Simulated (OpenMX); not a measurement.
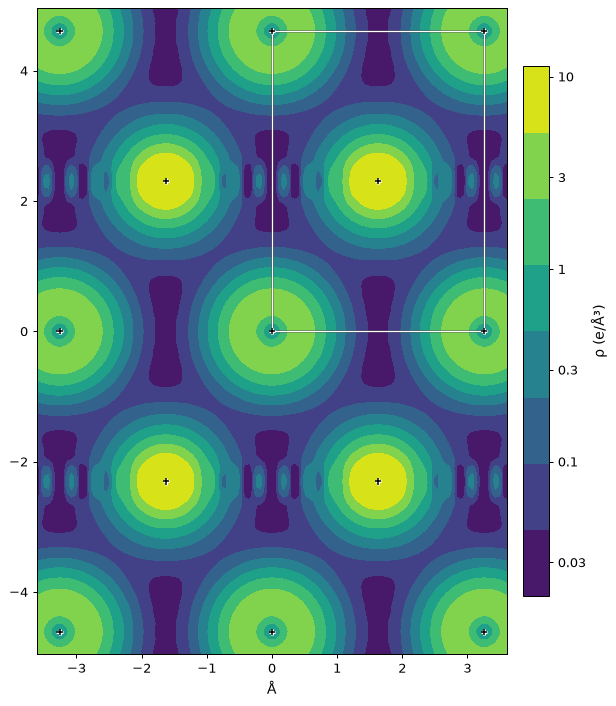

The valence electron density on a plane through atoms (crosses mark nuclei in the plane).

Theory: Kohn-Sham DFT of a periodic cell, PBE with D4, OpenMX 2013 PBE set (OpenMX).

Candidates:
A. KF, a = 3.26 Å, b = 3.26 Å, c = 3.26 Å, α = 90.00°, β = 90.00°, γ = 90.00°. Space group Pm-3m; a structure from a database of computed crystals, not necessarily the ambient phase.
B. C, a = 4.37 Å, b = 2.52 Å, c = 2.52 Å, α = 90.00°, β = 125.26°, γ = 90.00°. Space group P-1; changed on purpose from its base cell (atoms moved at random by about 0.02 A); not relaxed (largest force 1.2 eV/Å).

Q: Which system is this?

A: Candidate A: KF on the (101) plane of the conventional cell, which holds K and F. K–F (2.82 Å): ρ at the midpoint is about 0.09 e/Å³.
